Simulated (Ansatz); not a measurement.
## Run report: ZrSe2, geometry relaxation (part 2 of 2)

ZrSe2 (slab, 3 atoms in the cell); DFT PBE, scalar-relativistic, plane waves, PAW, no spin polarisation (Ansatz 0.2.0); cutoff 420 eV, 12×12×1 k-mesh, Gaussian smearing of 0.02 eV. The structure derives from an entry of the Crystallography Open Database.

Geometry of the input (Å; fractional positions):
```
3.7545  0.0000  0.0000
-1.8773  3.2515  0.0000
0.0000  0.0000  32.3925
Se 0.6667  0.3333  0.4508
Zr 0.0000  0.0000  0.5000
Se 0.3333  0.6667  0.5492
```

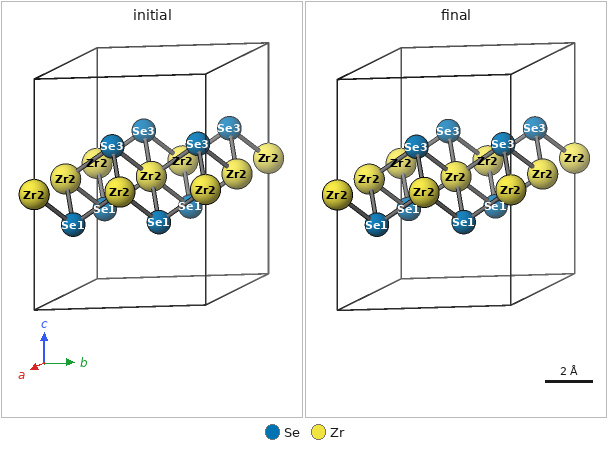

Fig. 1: Before (left) and after (right) the relaxation, at one scale (ball-and-stick view of the 2 × 2 repeat of the cell, with the vacuum cut short, seen slightly off an axis). Over 3 geometry steps the energy falls by 8.9 meV per cell of the calculation. Largest force component: 0.084 eV/Å at the start, 0.00016 eV/Å at the end. The largest moves relative to the cell, 0.012 Å, are those of Se1 and Se3. Zr stays in place. In the plane the drawn cell goes a 7.509 → 7.598 Å (+1.2 %), b 7.509 → 7.598 Å (+1.2 %). Among the contacts that change: Se1–Zr2 2.691 → 2.705 Å. A last SCF at the same geometry on a re-selected plane-wave basis shifts the energy by −0.2 meV per cell of the calculation. (Atoms are counted from 1 in the order of the input.)

```
basis re-selected at this cell: Δ(F+E_penalty+E_count) = -1.897e-4 eV, ΔP = -0.000 N/m vs the last step (what re-selecting the basis moved, of the pressure what is left beyond the Pulay correction that the steps carried, after the strain that the cell walked since its last selection, with what the two solves' SCF thresholds leave and, on support functions, any second-order correction that the steps lacked; it is no measure of the basis error at this ecutwfc). This SCF's stress stands 5.56e-3 N/m from its target on what of the cell is left free (relax.cell.stress_2d_tol is 2.00e-2 N/m) and its largest allowed force component is 1.62e-4 eV/Å (relax.f_tol is 5.00e-3 eV/Å): within both
SCF converged after 8 iterations
Free energy (F): -15126.062411 eV
Harris-Foulkes:  -15126.062411 eV  (|F-HF|=2.79e-9)
Internal energy: -15126.062411 eV  (E = F + TS)
E sigma→0 (E₀):  -15126.062411 eV
Fermi energy:    -5.372219 eV
--- Per-component energies (eV) ---
  E_band       = -1523.568550
  E_kinetic    = 569.049081
  E_local      = -96005.417460  (includes V_loc(G=0)·N_el)
  E_nonlocal   = -1114.115593
  E_hartree    = 47527.583634
  E_xc         = -370.644154
  E_vxc        = -387.876013  (∫ρ·V_xc dr)
  E_paw        = -6775.281606  (= ΣΔE_a)
  E_vpaw       = 359.625491  (= ΣTr[D̂ρ^β])
  E_aug_tail   = -0.001169  (compensation charges beyond the density's cutoff)
  E_ewald      = 41042.764855
  E_smearing   = -0.000000  (= −TS)
  E_closure    = 0.000000  (closes the sum)
  Σ components = -15126.062411   (vs F -15126.062411, Δ=0.00e0)
--- Forces (eV/Å), atoms counted from 1 ---
  atom   1  Se    -0.00000000    -0.00000000     0.00016178
  atom   2  Zr     0.00000000    -0.00000000     0.00000000
  atom   3  Se     0.00000000     0.00000000    -0.00016178
  max |Σ_I F_I| component: 4.63e-18 eV/Å
--- 2D stress c σ (N/m, compression-positive) ---
       -0.005565       0.000000       0.000000
        0.000000      -0.005565      -0.000000
        0.000000      -0.000000      -0.000000
  P = ½ c Tr σ = -0.0056 N/m
--- Band table (eV; the first three rows and the last of 19) ---
  k-point 0: bands = ["-55.0797", "-52.4036", "-52.4036", "-52.4034", "-52.4034", "-52.3973", "-52.3973", "-52.3971", "-52.3971", "-52.3955", "-52.3954", "-33.1122", "-33.0080", "-33.0080", "-18.5241", "-17.6528", "-9.6247", "-8.1036", "-8.1036", "-6.7318", "-5.6240", "-5.6240", "-4.4949", "-4.4949", "-3.9083", "-1.1377", "-1.1377"]
  k-point 1: bands = ["-55.0790", "-52.4036", "-52.4035", "-52.4034", "-52.4034", "-52.3973", "-52.3973", "-52.3971", "-52.3970", "-52.3955", "-52.3954", "-33.1094", "-33.0200", "-33.0106", "-18.4643", "-17.6506", "-9.5392", "-8.3031", "-8.0700", "-6.5472", "-6.1961", "-5.8747", "-4.4219", "-4.2208", "-3.7488", "-1.5819", "-1.1901"]
  k-point 2: bands = ["-55.0773", "-52.4035", "-52.4035", "-52.4033", "-52.4030", "-52.3973", "-52.3973", "-52.3971", "-52.3970", "-52.3955", "-52.3953", "-33.1017", "-33.0527", "-33.0176", "-18.2973", "-17.6434", "-9.3047", "-8.6441", "-7.9915", "-7.1986", "-6.3195", "-6.2768", "-4.5331", "-3.7650", "-3.4319", "-2.0228", "-1.2653"]
  k-point 18: bands = ["-55.0688", "-52.4034", "-52.4033", "-52.4033", "-52.4008", "-52.3971", "-52.3971", "-52.3971", "-52.3969", "-52.3951", "-52.3951", "-33.1291", "-33.1291", "-33.0645", "-17.4938", "-17.4938", "-9.0233", "-9.0233", "-9.0127", "-7.7089", "-7.7089", "-7.5703", "-3.7660", "-3.1915", "-3.1915", "-1.2349", "-1.2349"]
--- Relaxed structure (4 steps of the walk, 4 accepted, 1 SCFs on fresh bases) ---
  F+E_penalty+E_count = -15126.06241135 eV   max|allowed force component| = 1.618e-4 eV/Å   (the final SCF, on the basis selected at the relaxed cell)
  cell:  # Å, volume = 404.8935 Å³
    - [3.79911918923449, 5.842087266781429e-11, 5.007530260893889e-83]
    - [-1.8995595946678385, 3.2901337298527977, -1.0015060521787568e-82]
    - [4.320288195338872e-82, -7.48295865740103e-82, 32.3924873949]
  atoms:
    - { symbol: Se, position: [0.6666666666666666, 0.3333333333333333, 0.45115617379079215] }
    - { symbol: Zr, position: [4.123622993781278e-34, -5.799777223568517e-35, 0.5000000000000001] }
    - { symbol: Se, position: [0.3333333333333333, 0.6666666666666666, 0.5488438262092079] }
```

**Trajectory as extended XYZ (Å, eV, eV/Å), 5 frames, from step=1 to step=5**
```
3
Lattice="3.7545 0.0000 0.0000 -1.8773 3.2515 0.0000 0.0000 0.0000 32.3925" Properties=species:S:1:pos:R:3:forces:R:3 step=1 energy=-15126.05328
Se    1.8773    1.0838   14.6024    0.0000   0.0000  -0.0843
Zr    0.0000    0.0000   16.1962    0.0000   0.0000   0.0000
Se    0.0000    2.1677   17.7901    0.0000   0.0000   0.0843
3
Lattice="3.7955 0.0000 0.0000 -1.8978 3.2870 0.0000 0.0000 0.0000 32.3925" Properties=species:S:1:pos:R:3:forces:R:3 step=2 energy=-15126.06045
Se    1.8978    1.0957   14.5991    0.0000   0.0000   0.1300
Zr    0.0000    0.0000   16.1962    0.0000   0.0000   0.0000
Se    0.0000    2.1913   17.7934    0.0000   0.0000  -0.1300
3
Lattice="3.8098 0.0000 0.0000 -1.9049 3.2994 0.0000 0.0000 0.0000 32.3925" Properties=species:S:1:pos:R:3:forces:R:3 step=3 energy=-15126.06092
Se    1.9049    1.0998   14.6278    0.0000   0.0000  -0.0860
Zr    0.0000    0.0000   16.1962    0.0000   0.0000   0.0000
Se    0.0000    2.1996   17.7647    0.0000   0.0000   0.0860
3
Lattice="3.7991 0.0000 0.0000 -1.8996 3.2901 0.0000 0.0000 0.0000 32.3925" Properties=species:S:1:pos:R:3:forces:R:3 step=4 energy=-15126.06222
Se    1.8996    1.0967   14.6141    0.0000   0.0000   0.0000
Zr    0.0000    0.0000   16.1962    0.0000   0.0000   0.0000
Se    0.0000    2.1934   17.7784    0.0000   0.0000   0.0000
3
Lattice="3.7991 0.0000 0.0000 -1.8996 3.2901 0.0000 0.0000 0.0000 32.3925" Properties=species:S:1:pos:R:3:forces:R:3 step=5 energy=-15126.06241
Se    1.8996    1.0967   14.6141    0.0000   0.0000   0.0002
Zr    0.0000    0.0000   16.1962    0.0000   0.0000   0.0000
Se    0.0000    2.1934   17.7784    0.0000   0.0000  -0.0002
```

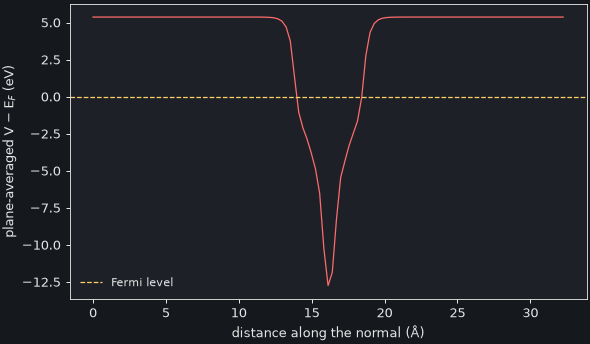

Fig. 2: Plane average of the electrostatic potential energy of an electron across the cell, from the Fermi level. The vacuum level lies 5.37 eV above the Fermi level.

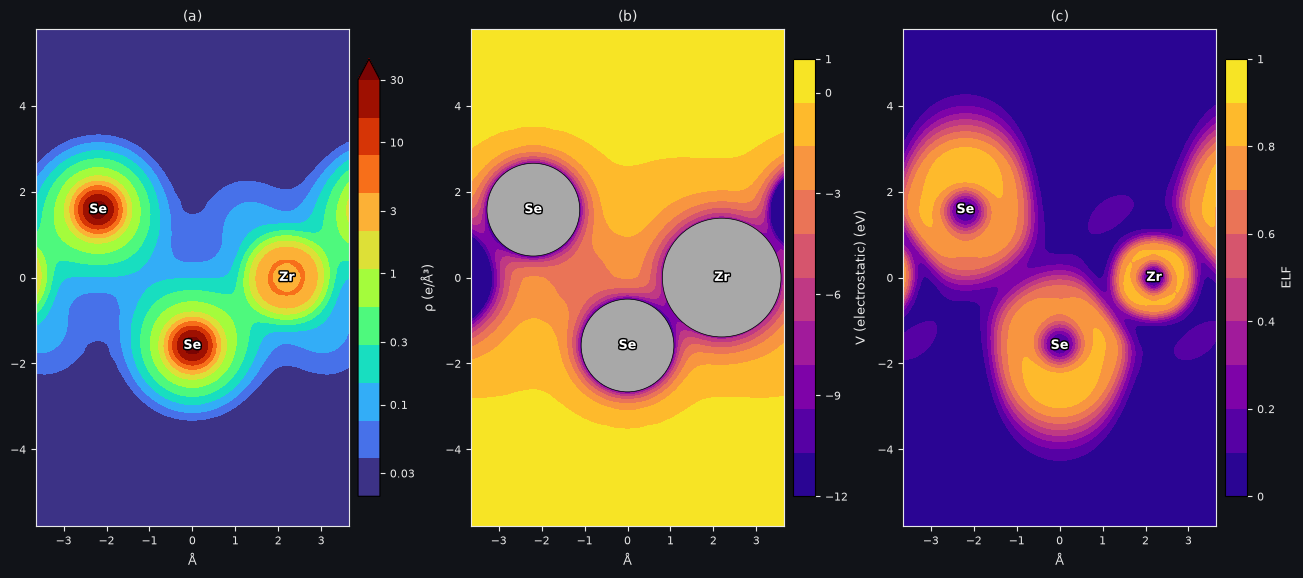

Fig. 3: (a) valence charge density (pseudo); (b) electrostatic potential energy of an electron; (c) electron localisation function on the (110) plane of the calculation cell, a cut from vacuum to vacuum. Grey discs, where drawn, cover atomic cores. The section cuts through Se and Zr sites. Zr–Se (2.70 Å): the density is about 0.39 e/Å³ at the midpoint; the ELF is about 0.45 at the midpoint. The density dies away to nearly zero in the vacuum. The strong features right at Zr lie inside the PAW spheres (semicore, d or f shells) and say nothing about bonding. Core electrons are frozen (PAW), so the fields are smoothed inside the atomic spheres.

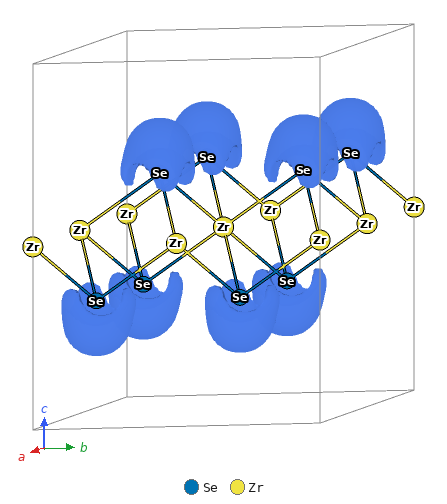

Fig. 4: Isosurface of the electron localisation function at 0.8 (blue), seen slightly off an axis. Core shells and regions of very low density are left out. Sticks mark near contacts. Counts are for one cell; the picture repeats the cell along the surface. Along the contacts the grid gives the following. Zr–Se (2.70 Å): the ELF is about 0.45 at the midpoint.

**Summary**

- outcome: converged
- electrons treated: 44
- free energy: −15126.0624 eV
- work function, top face: 5.37 eV
- work function, bottom face: 5.37 eV
- Fermi energy: −5.372 eV
- gap on the k-point mesh: 0.50 eV
- final volume: 404.89 Å³
- work function (upper face): 5.37 eV
- largest force (length of the vector) at the end: under 0.001 eV/Å
- wall time: 1.8 min
- peak memory: 0.67 GiB
